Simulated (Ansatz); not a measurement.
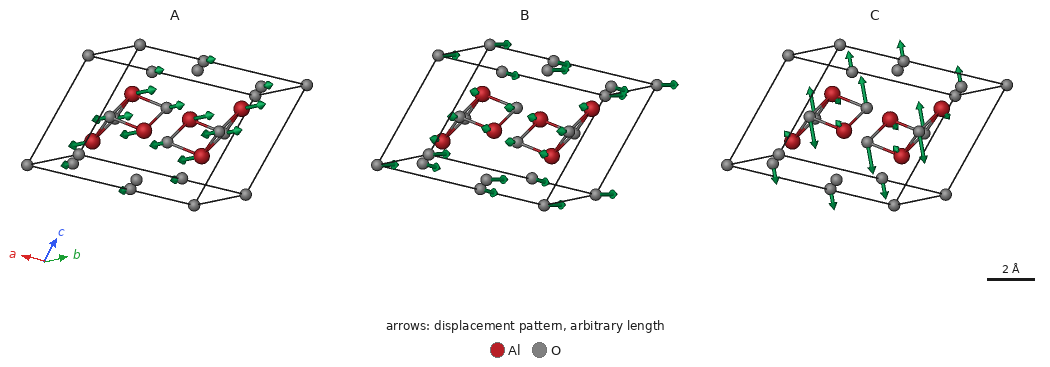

Modes of solid Al2O5 (a generated structure), space group C2/m (No. 12), at the zone centre. The green arrows are the displacements of the atoms (eigenvector over the root of the mass), of arbitrary overall length and sign. The picture is a ball-and-stick view of the conventional cell (2 times the calculation's cell), seen from a free direction. Lengths and directions refer to the drawn axes.

All numbers below come from Ansatz, DFT PBE, scalar-relativistic, plane waves, PAW.

Frequencies are those without the non-analytic (LO–TO) term.

### Give the symmetry species and the selection rules of each.

A is B_g, Raman-active by symmetry (320 cm⁻¹). B is B_u, infrared-active by symmetry (19 cm⁻¹). C is A_g, Raman-active by symmetry (498 cm⁻¹). The crystal has a centre of inversion, so no mode is both.

Limits of the set-up: layers or molecules are held without a dispersion correction, so their spacing is unreliable.
